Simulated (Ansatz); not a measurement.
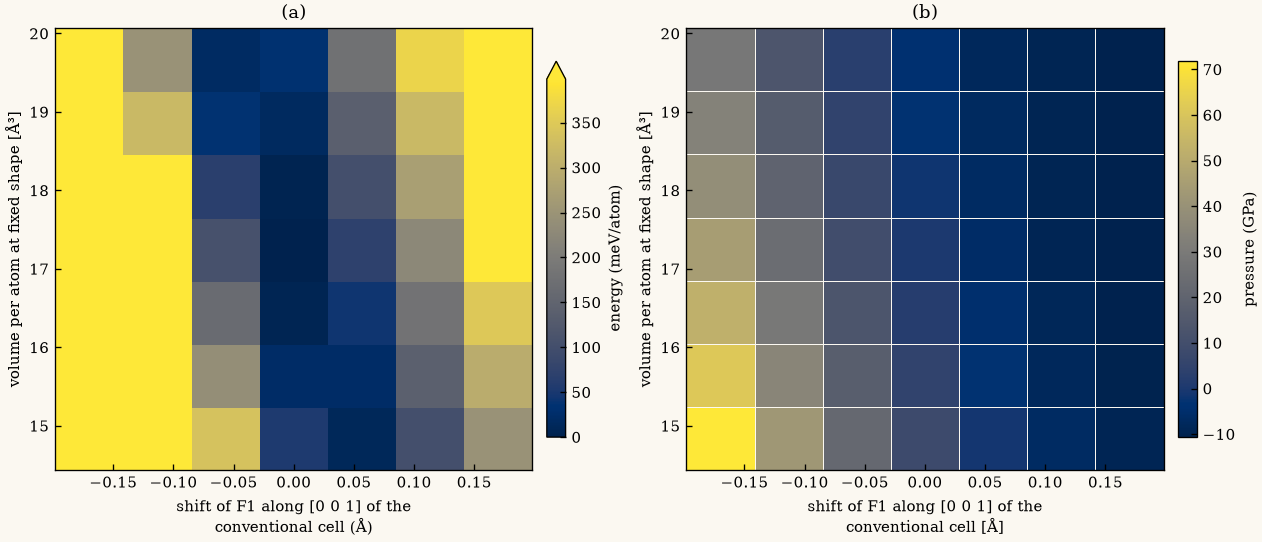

F (C2/c, No. 15; 4 atoms in the cell). The energy is mapped over a free internal coordinate and the cell. Coordinates scanned: (1) shift of F1 along [0 0 1] of the conventional cell, Cartesian (−0.12 0 0.99), its symmetry partners moved as symmetry demands (measured in the relaxed cell); (2) volume per atom at fixed shape. Nothing is relaxed (all other coordinates fixed). The grid has 7 × 7 points. Points are written as (first, second). Energies: meV/atom, counted from the lowest grid point. The D3 coefficients switch with the coordination numbers inside this range, which puts artificial structure into the map. The calculation used DFT PBE+D3(BJ), scalar-relativistic, plane waves, PAW in Ansatz 0.2.0. Settings: cutoff 520 eV, k-mesh 8×8×4 in the order of the run's cell vectors, gaussian smearing 0.05 eV, no spin polarisation.

Panel (a) is the energy and panel (b) the computed pressure on the same grid.

The picture shows one coloured cell a grid point, one colour for all values above the top of the scale.

Q: How does the pressure vary over the map, and what is it at the lowest grid point?

A: It runs from −11 GPa at (0.170 Å, 18.06 Å³) to 72 GPa at (−0.170 Å, 14.84 Å³). At the lowest grid point, (0.000 Å, 17.25 Å³), it is 0 GPa. The pressure is minus the slope of the energy with volume, so it vanishes at the true minimum, which need not be a grid point.
